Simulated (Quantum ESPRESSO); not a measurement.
# Grüneisen parameters and expansion of CaO (Fm-3m), part 5 of 8

Wanted: mode Grüneisen parameters of CaO and a free-energy fit over volumes.

What experiment has found for this phase:
- heat capacity C_P per formula unit 42.2 J/mol/K and bulk modulus 113 GPa near room temperature (given in “High-Throughput Prediction of Finite-Temperature Properties using the Quasi-Harmonic Approximation”, 2016, arXiv:1603.06924)

Quantum ESPRESSO 7.5; DFT LDA, scalar-relativistic, plane waves, GBRV ultrasoft pseudopotentials.

So far. Step 4 (Ground state at this cell): On a basis chosen for the relaxed cell the pressure is 0.049 GPa, small enough for phonons. Step 5 (Born charges and dielectric tensor): The Born charges sum to zero within 1.0e-3 e; the rest is removed before use. Acoustic frequencies in this log differ from zero by the error of the sum rule, which ph.x does not impose.

## Step 6: Forces on a displaced cell

System of this step: CaO. It takes space group Imm2 (No. 44, orthorhombic). Conventional cell: a = 6.660 Å, b = 9.418 Å, c = 6.660 Å, α = 90.00°, β = 90.00°, γ = 90.00°. Nearest to Ca lie 6 O at 2.34 to 2.37 Å. Nearest to Ca lie 6 O at 2.35 Å. Ca has 6 O at 2.35 Å nearest. O has 6 Ca at 2.35 Å nearest. Farther neighbours and most contacts between anions are not listed.

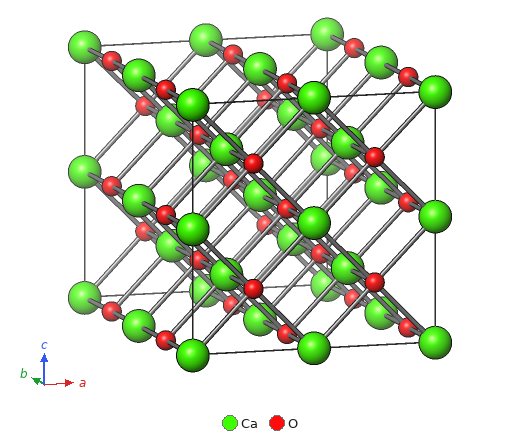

The cell of this step (calcium green, oxygen red). Some periodic images of atoms are drawn too.

File disp-00001.in:

```
&control
   calculation = 'scf'
   prefix = 'x'
   outdir = './tmp'
   pseudo_dir = './pseudo'
   tprnfor = .true.
   disk_io = 'none'
/
&system
   ibrav = 0
   nat = 16
   ntyp = 2
   ecutwfc = 45.0
   ecutrho = 270.0
   occupations = 'fixed'
   nbnd = 66
/
&electrons
   conv_thr = 1.0d-11
   mixing_beta = 0.7
   electron_maxstep = 100
/
ATOMIC_SPECIES
 Ca     40.0780  Ca.upf
 O      15.9990  O.upf
CELL_PARAMETERS angstrom
     0.000000000    4.709059378    4.709059378
     4.709059378    0.000000000    4.709059378
     4.709059378    4.709059378    0.000000000
ATOMIC_POSITIONS crystal
 Ca     0.003003176   0.000000000   0.000000000
 Ca     0.500000000   0.000000000   0.000000000
 Ca     0.000000000   0.500000000   0.000000000
 Ca     0.500000000   0.500000000   0.000000000
 Ca     0.000000000   0.000000000   0.500000000
 Ca     0.500000000   0.000000000   0.500000000
 Ca     0.000000000   0.500000000   0.500000000
 Ca     0.500000000   0.500000000   0.500000000
 O      0.250000000   0.250000000   0.250000000
 O      0.750000000   0.250000000   0.250000000
 O      0.250000000   0.750000000   0.250000000
 O      0.750000000   0.750000000   0.250000000
 O      0.250000000   0.250000000   0.750000000
 O      0.750000000   0.250000000   0.750000000
 O      0.250000000   0.750000000   0.750000000
 O      0.750000000   0.750000000   0.750000000
K_POINTS automatic
 3 3 3 0 0 0
```

On the command line:

```sh
$ OMP_NUM_THREADS=1 mpirun -n 4 pw.x -nk 4 -in disp-00001.in > disp-00001.out
```

Output:

```text
[banner, memory and clock lines left out]
Program PWSCF v.7.5

     Message from routine setup:
     using ibrav=0 with symmetry is DISCOURAGED, use correct ibrav instead

     G-vector sticks info

     bravais-lattice index     =            0
     lattice parameter (alat)  =      12.5848  a.u.
     unit-cell volume          =    1409.3832 (a.u.)^3
     number of atoms/cell      =           16
     number of atomic types    =            2
     number of electrons       =       128.00
     number of Kohn-Sham states=           66
     kinetic-energy cutoff     =      45.0000  Ry
     charge density cutoff     =     270.0000  Ry
     scf convergence threshold =      1.0E-11
     mixing beta               =       0.7000
     number of iterations used =            8  plain     mixing
     Exchange-correlation= SLA  PZ   NOGX NOGC
                           (   1   1   0   0   0   0   0)

     celldm(1)=  12.584850  celldm(2)=   0.000000  celldm(3)=   0.000000
     celldm(4)=   0.000000  celldm(5)=   0.000000  celldm(6)=   0.000000

     crystal axes: (cart. coord. in units of alat)
               a(1) = (   0.000000   0.707107   0.707107 )
               a(2) = (   0.707107   0.000000   0.707107 )
               a(3) = (   0.707107   0.707107   0.000000 )

     reciprocal axes: (cart. coord. in units 2 pi/alat)
               b(1) = ( -0.707107  0.707107  0.707107 )
               b(2) = (  0.707107 -0.707107  0.707107 )
               b(3) = (  0.707107  0.707107 -0.707107 )

     PseudoPot. # 1 for Ca read from file:
     ./pseudo/Ca.upf
     Pseudo is Ultrasoft + core correction, Zval = 10.0
     Using radial grid of  845 points,  6 beta functions with:
                l(1) =   0
                l(2) =   0
                l(3) =   1
                l(4) =   1
                l(5) =   2
                l(6) =   2
     Q(r) pseudized with  8 coefficients,  rinner =    1.500   1.500   1.500
                                                       1.500   1.500

     PseudoPot. # 2 for O  read from file:
     ./pseudo/O.upf
     Pseudo is Ultrasoft + core correction, Zval =  6.0
     Using radial grid of  737 points,  5 beta functions with:
                l(1) =   0
                l(2) =   0
                l(3) =   1
                l(4) =   1
                l(5) =   2
     Q(r) pseudized with  8 coefficients,  rinner =    0.900   0.900   0.900
                                                       0.900   0.900

     atomic species   valence    mass     pseudopotential
     Ca               10.00    40.07800     Ca( 1.00)
     O                 6.00    15.99900     O ( 1.00)

      4 Sym. Ops. (no inversion) found

   Cartesian axes

     site n.     atom                  positions (alat units)
         1        Ca     tau(   1) = (   0.0000000   0.0021236   0.0021236  )
         2        Ca     tau(   2) = (   0.0000000   0.3535534   0.3535534  )
         3        Ca     tau(   3) = (   0.3535534   0.0000000   0.3535534  )
         4        Ca     tau(   4) = (   0.3535534   0.3535534   0.7071068  )
         5        Ca     tau(   5) = (   0.3535534   0.3535534   0.0000000  )
         6        Ca     tau(   6) = (   0.3535534   0.7071068   0.3535534  )
         7        Ca     tau(   7) = (   0.7071068   0.3535534   0.3535534  )
         8        Ca     tau(   8) = (   0.7071068   0.7071068   0.7071068  )
         9        O      tau(   9) = (   0.3535534   0.3535534   0.3535534  )
        10        O      tau(  10) = (   0.3535534   0.7071068   0.7071068  )
        11        O      tau(  11) = (   0.7071068   0.3535534   0.7071068  )
        12        O      tau(  12) = (   0.7071068   0.7071068   1.0606602  )
        13        O      tau(  13) = (   0.7071068   0.7071068   0.3535534  )
        14        O      tau(  14) = (   0.7071068   1.0606602   0.7071068  )
        15        O      tau(  15) = (   1.0606602   0.7071068   0.7071068  )
        16        O      tau(  16) = (   1.0606602   1.0606602   1.0606602  )

     number of k points=     8
                       cart. coord. in units 2pi/alat
        k(    1) = (   0.0000000   0.0000000   0.0000000), wk =   0.0740741
        k(    2) = (   0.2357023   0.2357023  -0.2357023), wk =   0.2962963
        k(    3) = (   0.4714045   0.0000000  -0.0000000), wk =   0.1481481
        k(    4) = (  -0.0000000  -0.4714045   0.4714045), wk =   0.1481481
        k(    5) = (   0.2357023   0.2357023   0.2357023), wk =   0.2962963
        k(    6) = (  -0.0000000   0.4714045   0.0000000), wk =   0.2962963
        k(    7) = (  -0.4714045  -0.0000000  -0.4714045), wk =   0.5925926
        k(    8) = (   0.0000000   0.4714045   0.4714045), wk =   0.1481481

     Dense  grid:   105395 G-vectors     FFT dimensions: (  72,  72,  72)

     Smooth grid:    57439 G-vectors     FFT dimensions: (  54,  54,  54)

     Check: negative core charge=   -0.000003

     Initial potential from superposition of free atoms

     starting charge     127.9622, renormalised to     128.0000
     Starting wfcs are  112 randomized atomic wfcs

     per-process dynamical memory:   107.3 Mb

     Self-consistent Calculation

     iteration #  1     ecut=    45.00 Ry     beta= 0.70
     Davidson diagonalization with overlap
     ethr =  1.00E-02,  avg # of iterations =  2.0

     total energy              =    -858.18151334 Ry
     estimated scf accuracy    <       3.72109802 Ry

     iteration #  2     ecut=    45.00 Ry     beta= 0.70
     Davidson diagonalization with overlap
     ethr =  2.91E-03,  avg # of iterations =  4.0

     total energy              =    -858.13628665 Ry
     estimated scf accuracy    <      10.42432885 Ry

     iteration #  3     ecut=    45.00 Ry     beta= 0.70
     Davidson diagonalization with overlap
     ethr =  2.91E-03,  avg # of iterations =  3.9

     total energy              =    -860.08914938 Ry
     estimated scf accuracy    <       0.04102133 Ry

     iteration #  4     ecut=    45.00 Ry     beta= 0.70
     Davidson diagonalization with overlap
     ethr =  3.20E-05,  avg # of iterations =  4.4

     total energy              =    -860.09670389 Ry
     estimated scf accuracy    <       0.01970383 Ry

     iteration #  5     ecut=    45.00 Ry     beta= 0.70
     Davidson diagonalization with overlap
     ethr =  1.54E-05,  avg # of iterations =  2.4

     total energy              =    -860.09954858 Ry
     estimated scf accuracy    <       0.00041057 Ry

     iteration #  6     ecut=    45.00 Ry     beta= 0.70
     Davidson diagonalization with overlap
     ethr =  3.21E-07,  avg # of iterations =  9.6

     total energy              =    -860.09975238 Ry
     estimated scf accuracy    <       0.00010942 Ry

     iteration #  7     ecut=    45.00 Ry     beta= 0.70
     Davidson diagonalization with overlap
     ethr =  8.55E-08,  avg # of iterations =  3.0

     total energy              =    -860.09976404 Ry
     estimated scf accuracy    <       0.00001322 Ry

     iteration #  8     ecut=    45.00 Ry     beta= 0.70
     Davidson diagonalization with overlap
     ethr =  1.03E-08,  avg # of iterations =  3.6

     total energy              =    -860.09976703 Ry
     estimated scf accuracy    <       0.00000158 Ry

     iteration #  9     ecut=    45.00 Ry     beta= 0.70
     Davidson diagonalization with overlap
     ethr =  1.23E-09,  avg # of iterations =  4.0

     total energy              =    -860.09976726 Ry
     estimated scf accuracy    <       0.00000244 Ry

     iteration # 10     ecut=    45.00 Ry     beta= 0.70
     Davidson diagonalization with overlap
     ethr =  1.23E-09,  avg # of iterations =  2.0

     total energy              =    -860.09976706 Ry
     estimated scf accuracy    <       0.00000105 Ry

     iteration # 11     ecut=    45.00 Ry     beta= 0.70
     Davidson diagonalization with overlap
     ethr =  8.22E-10,  avg # of iterations =  2.0

     total energy              =    -860.09976711 Ry
     estimated scf accuracy    <       0.00000013 Ry

     iteration # 12     ecut=    45.00 Ry     beta= 0.70
     Davidson diagonalization with overlap
     ethr =  1.05E-10,  avg # of iterations =  3.8

     total energy              =    -860.09976716 Ry
     estimated scf accuracy    <       0.00000003 Ry

     iteration # 13     ecut=    45.00 Ry     beta= 0.70
     Davidson diagonalization with overlap
     ethr =  2.34E-11,  avg # of iterations =  2.0

     total energy              =    -860.09976716 Ry
     estimated scf accuracy    <          4.0E-09 Ry

     iteration # 14     ecut=    45.00 Ry     beta= 0.70
     Davidson diagonalization with overlap
     ethr =  3.10E-12,  avg # of iterations =  3.6

     total energy              =    -860.09976716 Ry
     estimated scf accuracy    <          3.5E-10 Ry

     iteration # 15     ecut=    45.00 Ry     beta= 0.70
     Davidson diagonalization with overlap
     ethr =  2.75E-13,  avg # of iterations =  3.0

     total energy              =    -860.09976716 Ry
     estimated scf accuracy    <          5.3E-11 Ry

     iteration # 16     ecut=    45.00 Ry     beta= 0.70
     Davidson diagonalization with overlap
     ethr =  1.00E-13,  avg # of iterations =  2.0

     End of self-consistent calculation

          k = 0.0000 0.0000 0.0000 (  7239 PWs)   bands (ev):

   -28.8123 -28.6675 -28.6674 -28.6674 -28.6672 -28.6248 -28.6247 -28.6245
   -11.2125 -11.2124 -11.2122 -11.2121 -10.5382 -10.5382 -10.5381 -10.0500
   -10.0500 -10.0499 -10.0499 -10.0498 -10.0498  -9.8202  -9.8202  -9.8202
    -9.8201  -9.8201  -9.8201  -9.8200  -9.8200  -9.7555  -9.7554  -9.7554
    -7.2114  -6.9700  -6.9697  -6.9697  -5.6914  -5.6913  -5.6912  -5.6910
     5.2295   5.2296   5.2297   5.2299   6.7305   6.7306   6.7314   6.7315
     6.7315   6.7319   6.7319   6.7319   6.8057   6.8064   6.8064   7.7204
     7.7204   7.7207   7.7207   7.7207   7.7208   8.0795   8.0795   8.0797
    11.5314  11.5315

          k = 0.2357 0.2357-0.2357 (  7210 PWs)   bands (ev):

   -28.7766 -28.7041 -28.6572 -28.6569 -28.6563 -28.6358 -28.6356 -28.6350
   -11.0104 -11.0096 -11.0091 -10.9283 -10.5992 -10.5983 -10.5975 -10.2339
   -10.1688 -10.1650 -10.1610  -9.9938  -9.9937  -9.9937  -9.9653  -9.9634
    -9.9611  -9.8789  -9.8788  -9.8788  -9.8042  -9.8042  -9.7718  -9.7718
    -6.7209  -6.5999  -6.5993  -6.5990  -5.9952  -5.9732  -5.9730  -5.9729
     5.7169   5.7176   5.7187   5.8013   6.5838   6.5840   6.5847   6.8025
     6.8044   6.8052   6.9670   6.9674   6.9677   7.0186   7.0192   7.1638
     7.1895   7.1916   7.1937   7.4603   7.4607   7.4612   7.6828   7.6829
    12.4653  12.4710

          k = 0.4714 0.0000-0.0000 (  7175 PWs)   bands (ev):

[...]
12.0629  13.0591

          k =-0.0000-0.4714 0.4714 (  7150 PWs)   bands (ev):

[...]
13.3388  13.3399

          k = 0.2357 0.2357 0.2357 (  7210 PWs)   bands (ev):

[...]
12.4665  12.4703

          k =-0.0000 0.4714 0.0000 (  7175 PWs)   bands (ev):

[...]
12.0627  13.0593

          k =-0.4714-0.0000-0.4714 (  7150 PWs)   bands (ev):

[...]
13.3326  13.3463

          k = 0.0000 0.4714 0.4714 (  7150 PWs)   bands (ev):

   -28.7289 -28.7054 -28.7053 -28.6581 -28.6581 -28.6347 -28.6343 -28.6338
   -10.7461 -10.7386 -10.7331 -10.7259 -10.6962 -10.6723 -10.6706 -10.5930
   -10.3108 -10.1831 -10.1829 -10.0895 -10.0895 -10.0080 -10.0078  -9.9277
    -9.9274  -9.9173  -9.9166  -9.8826  -9.8824  -9.8776  -9.8776  -9.7682
    -6.3127  -6.2960  -6.2919  -6.2702  -6.2642  -6.2439  -6.2436  -6.2372
     6.1216   6.1223   6.1302   6.1305   6.2261   6.2421   6.2433   6.3125
     6.9411   6.9427   6.9458   6.9948   6.9975   7.0148   7.0159   7.0217
     7.1371   7.2937   7.2940   7.3072   7.3079   7.4810   7.4829   7.5902
    13.3395  13.3397

     highest occupied, lowest unoccupied level (ev):     8.0797   11.5314

!    total energy              =    -860.09976716 Ry
     estimated scf accuracy    <          5.1E-12 Ry

     The total energy is the sum of the following terms:
     one-electron contribution =    -188.49384448 Ry
     hartree contribution      =     159.81335859 Ry
     xc contribution           =    -153.30460631 Ry
     ewald contribution        =    -678.11467495 Ry

     convergence has been achieved in  16 iterations

     Forces acting on atoms (cartesian axes, Ry/au):

     atom    1 type  1   force =    -0.00000000   -0.00529074   -0.00529074
     atom    2 type  1   force =    -0.00000000    0.00228163    0.00228163
     atom    3 type  1   force =     0.00150305   -0.00021981    0.00077795
     atom    4 type  1   force =    -0.00150305    0.00077795   -0.00021981
     atom    5 type  1   force =     0.00150305    0.00077795   -0.00021981
     atom    6 type  1   force =    -0.00150305   -0.00021981    0.00077795
     atom    7 type  1   force =    -0.00000000   -0.00072503   -0.00072503
     atom    8 type  1   force =     0.00000000    0.00064531    0.00064531
     atom    9 type  2   force =    -0.00000558   -0.00012025   -0.00012025
     atom   10 type  2   force =    -0.00000139    0.00033394    0.00033394
     atom   11 type  2   force =     0.00000000    0.00049908    0.00033431
     atom   12 type  2   force =     0.00000000    0.00033272    0.00037906
     atom   13 type  2   force =    -0.00000000    0.00033431    0.00049908
     atom   14 type  2   force =     0.00000000    0.00037906    0.00033272
     atom   15 type  2   force =     0.00000139    0.00033394    0.00033394
     atom   16 type  2   force =     0.00000558   -0.00012025   -0.00012025

     Total force =     0.009037     Total SCF correction =     0.000002
     Message from routine punch:
     Nothing written, as per user request (disk_io='none')
```

The job ended after 47 s (4 MPI ranks of Arm Neoverse V2, shared host; 3.1 min of CPU time).

Force by atom:

| atom | x (eV/Å) | y (eV/Å) | z (eV/Å) | size |
| --- | --- | --- | --- | --- |
| Ca1 | 0.000 | -0.136 | -0.136 | 0.192 |
| Ca2 | 0.000 | 0.059 | 0.059 | 0.083 |
| Ca3 | 0.039 | -0.006 | 0.020 | 0.044 |
| Ca4 | -0.039 | 0.020 | -0.006 | 0.044 |
| Ca5 | 0.039 | 0.020 | -0.006 | 0.044 |
| Ca6 | -0.039 | -0.006 | 0.020 | 0.044 |
| Ca7 | 0.000 | -0.019 | -0.019 | 0.026 |
| Ca8 | 0.000 | 0.017 | 0.017 | 0.023 |
| O9 | 0.000 | -0.003 | -0.003 | 0.004 |
| O10 | 0.000 | 0.009 | 0.009 | 0.012 |
| O11 | 0.000 | 0.013 | 0.009 | 0.015 |
| O12 | 0.000 | 0.009 | 0.010 | 0.013 |
| O13 | 0.000 | 0.009 | 0.013 | 0.015 |
| O14 | 0.000 | 0.010 | 0.009 | 0.013 |
| O15 | 0.000 | 0.009 | 0.009 | 0.012 |
| O16 | 0.000 | -0.003 | -0.003 | 0.004 |

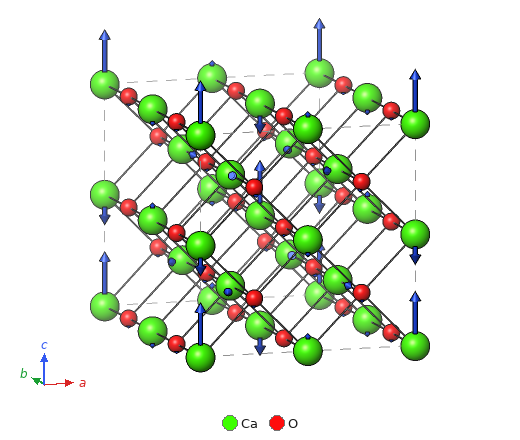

Force as arrows, the longest 0.192 eV/Å. Some periodic images of atoms are drawn too.

At this level the gap is 3.45 eV on the k-mesh of the self-consistent run, which can miss the band edges.

## Step 7: Forces on a displaced cell

One atom (for the harmonic constants) or a pair of atoms (for the cubic ones) is moved by a few hundredths of an ångström; the forces on all atoms give a column of force constants. The threshold is tight because the forces are small.

disp-00002.in, as its differences from disp-00001.in of step 6:

```diff
@@ -30,3 +30,3 @@
 ATOMIC_POSITIONS crystal
- Ca     0.003003176   0.000000000   0.000000000
+ Ca     0.000000000   0.000000000   0.000000000
  Ca     0.500000000   0.000000000   0.000000000
@@ -38,3 +38,3 @@
  Ca     0.500000000   0.500000000   0.500000000
- O      0.250000000   0.250000000   0.250000000
+ O      0.253003176   0.250000000   0.250000000
  O      0.750000000   0.250000000   0.250000000
```

On the command line:

```sh
$ OMP_NUM_THREADS=1 mpirun -n 4 pw.x -nk 4 -in disp-00002.in > disp-00002.out
```

Output:

```text
[banner, memory and clock lines left out]
Program PWSCF v.7.5

     Message from routine setup:
     using ibrav=0 with symmetry is DISCOURAGED, use correct ibrav instead

     G-vector sticks info

     bravais-lattice index     =            0
     lattice parameter (alat)  =      12.5848  a.u.
     unit-cell volume          =    1409.3832 (a.u.)^3
     number of atoms/cell      =           16
     number of atomic types    =            2
     number of electrons       =       128.00
[...]
atom    1 type  1   force =     0.00000449   -0.00012014   -0.00012014
     atom    2 type  1   force =    -0.00000179    0.00033394    0.00033394
     atom    3 type  1   force =     0.00000000    0.00038201    0.00033378
[...]
atom   15 type  2   force =     0.00000000   -0.00034260   -0.00034260
     atom   16 type  2   force =    -0.00000000    0.00083479    0.00083479

     Total force =     0.006349     Total SCF correction =     0.000002
     Message from routine punch:
     Nothing written, as per user request (disk_io='none')
[key lines of the parts left out:]
!    total energy              =    -860.09980540 Ry
convergence has been achieved in  18 iterations
```

Run time: 51 s. Hardware: 4 MPI ranks; 3.4 min of CPU time.

[end of part 5 of 8]

[Logs are printed without paths, hosts, clocks, repeated set-up lines and the standing remarks that a program may print on its own settings, such as how far it seeks lower states.]

[Hosts, paths, dates, database ids (printed as entryN), source tags and the programs' standing remarks are cut or masked in the printed files.]

[A step with changed settings may run another functional than the one named; its input shows which.]

[Of the runs on displaced cells, only some may be shown.]
